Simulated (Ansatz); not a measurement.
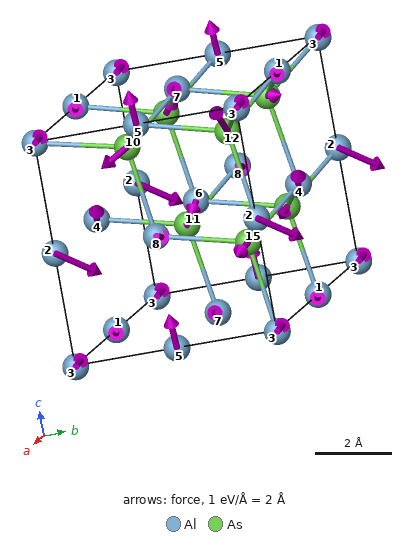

Starting geometry of crystalline Al₈As₇ (a generated structure, set up in P1) (coarse preliminary run) with the computed forces as purple arrows. A ball-and-stick model of the cell of the calculation, reduced to other axes (origin shifted), seen slightly off an axis. Lengths and directions refer to the drawn axes.

Case: 1 of 8 As atoms taken out at random.

Level of theory: DFT PBE, scalar-relativistic, plane waves, PAW in Ansatz 0.2.0.

Input
```yaml
crystal:
  lattice:
    - [5.7276132199, -5.7276132199, 0.0]
    - [5.7276132199, 0.0, 5.7276132199]
    - [0.0, -5.7276132199, 5.7276132199]
  atoms:
    - { symbol: Al, position: [0.9999673542, 0.4963179982, 0.0040117378] }
    - { symbol: Al, position: [0.9986950742, 0.4964251434, 0.5038794281] }
    - { symbol: Al, position: [0.0004877879, 0.9968764366, 0.9974910951] }
    - { symbol: Al, position: [0.00063934, 0.0058508622, 0.4967756177] }
    - { symbol: Al, position: [0.4999686656, 0.5029923834, 7.69958e-05] }
    - { symbol: Al, position: [0.4965335697, 0.4995606906, 0.502640987] }
    - { symbol: Al, position: [0.5030803266, 0.9960490652, 0.0016676236] }
    - { symbol: Al, position: [0.4985405626, 0.0022807257, 0.5008202306] }
    - { symbol: As, position: [0.3722605078, 0.3777779893, 0.874532681] }
    - { symbol: As, position: [0.3789989636, 0.8724168109, 0.8781660595] }
    - { symbol: As, position: [0.3757247376, 0.8737846954, 0.3760243139] }
    - { symbol: As, position: [0.8759267546, 0.3822201951, 0.870838843] }
    - { symbol: As, position: [0.8727689241, 0.3744698584, 0.3785222236] }
    - { symbol: As, position: [0.873600937, 0.8756865758, 0.873265482] }
    - { symbol: As, position: [0.8765561125, 0.8802612843, 0.3745017803] }
  symmetry: { detect: false }
basis:
  ecutwfc: 420
kpoints:
  mp_grid: { grid: [2, 2, 2], shift: [0.5, 0.5, 0.5] }
hamiltonian:
  xc: pbe
scf:
  occupations: { method: gaussian, width: 0.1 }
  lower_state_search: "off"
output:
  forces: true
  stress: true
  eigenvalues: true
relax:
  adjacent_minimum: "off"
  f_tol: 0.04
  max_steps: 50
  cell: { stress_tol: 0.3 }
```

Launched with:
```bash
ansatz run input.yaml --threads 4 --pin off --max-ram 9216MiB --backend cpu --events-out ev --progress --plain --runs-dir out
```

Q: Is this structure relaxed? If not, where do the atoms go?

A: It isn't relaxed: the largest force vector, on Al2, is 0.77 eV/Å. The final displacements follow the starting forces only in part (cosine between the two patterns 0.37). The atom that moves furthest relative to the cell is Al6 (0.49 Å along [−3 1 1]). Largest moves by element: Al 0.49 Å, As 0.15 Å. Cell: a 8.100 → 7.999 Å (−1.2 %), b 8.100 → 8.005 Å (−1.2 %), c 8.100 → 8.007 Å (−1.2 %). Volume −3.6 %. Near-neighbour distances that change, for instance: Al2–As12 2.428 → 2.544 Å, Al3–As12 2.549 → 2.450 Å, Al5–As10 2.443 → 2.541 Å, Al6–As13 2.488 → 2.413 Å. Bond angles that change, for instance: Al2–As15–Al8 107.9° → 124.7°, Al5–As10–Al8 109.9° → 124.6°, As9–Al6–As11 109.4° → 118.2°. The space group stays P1 (No. 1). After 8 accepted moves (9 points after the start) the energy has fallen by 21.3 meV per atom. The largest force component goes from 0.76 to 0.017 eV/Å. Pressure: −0.80 GPa at the start and 0.00 GPa at the end. The SCF was repeated once at an unchanged geometry on a basis and grid sized afresh for the cell, which shifted the energy by 0.1 meV per atom at most. The run took 63 s on 4 threads of Intel(R) Xeon(R) Processor @ 2.70GHz, with other jobs on the host, peak memory 0.92 GiB.

Limits of the set-up: the k-point mesh is coarse for a cell with partly filled bands.
